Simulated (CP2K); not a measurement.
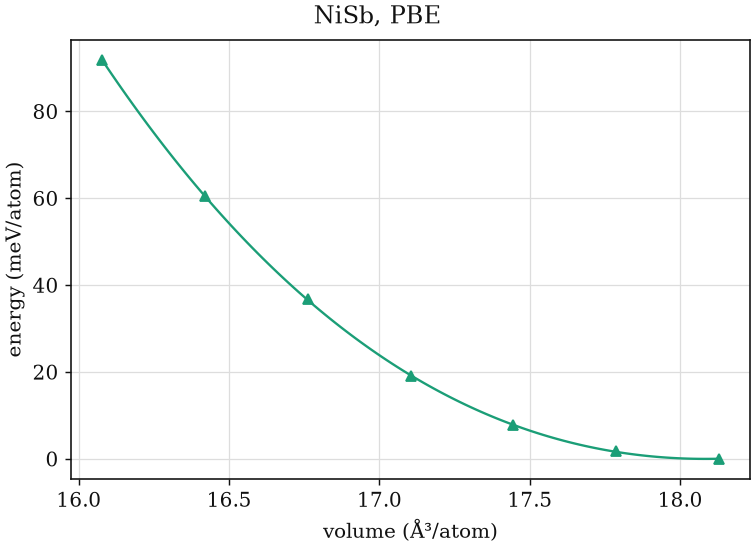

The picture above shows the energy against volume for NiSb, space group P6_3/mmc (No. 194).

Structure:
```
CELL_PARAMETERS angstrom
3.92800 0.00000 0.00000
-1.96400 3.40175 0.00000
0.00000 0.00000 5.12000
ATOMIC_POSITIONS crystal
Sb 0.66667 0.33333 0.75000
Sb 0.33333 0.66667 0.25000
Ni 0.00000 0.00000 0.50000
Ni 0.00000 0.00000 0.00000
```

Computed with CP2K 2026.2: DFT in Gaussian orbitals with a plane-wave density, collinear spins; energies at scaled volumes of the given cell, shape and fractions fixed, counted from the fit's minimum, third-order Birch-Murnaghan fit. Level: PBE, collinear spin.

```tsv
setting	value
k mesh	8×8×5
occupations	Fermi–Dirac
smearing width	0.05 eV
potentials	GTH PBE with UZH TZVP basis
density cutoff	8844 eV
program settings	ngrids 4, basis sets Sb TZVP-MOLOPT-PBE-GTH-q5, basis sets Ni TZVP-MOLOPT-PBE-GTH-q18, cutoff ry 650 Ry, rel cutoff ry 60 Ry
```

From this curve and the settings, what does the calculation give for the pressure at the same points?

The pressure falls from 16.56 GPa at volume 16.08 Å³/atom to −0.44 GPa at 18.13 Å³/atom, and changes sign near 18.06 Å³/atom.

```json
{"volume (Å³/atom)": "16.08", "pressure (GPa)": "16.56"}
{"volume (Å³/atom)": "16.42", "pressure (GPa)": "12.84"}
{"volume (Å³/atom)": "16.76", "pressure (GPa)": "9.52"}
{"volume (Å³/atom)": "17.10", "pressure (GPa)": "6.60"}
{"volume (Å³/atom)": "17.45", "pressure (GPa)": "3.98"}
{"volume (Å³/atom)": "17.79", "pressure (GPa)": "1.65"}
{"volume (Å³/atom)": "18.13", "pressure (GPa)": "-0.44"}
```

Note: the fit and the printed pressures don't fully agree, or the minimum lies near the end of the range; shape and atomic fractions are frozen while scaling, which makes layered, chain and framework solids too stiff.
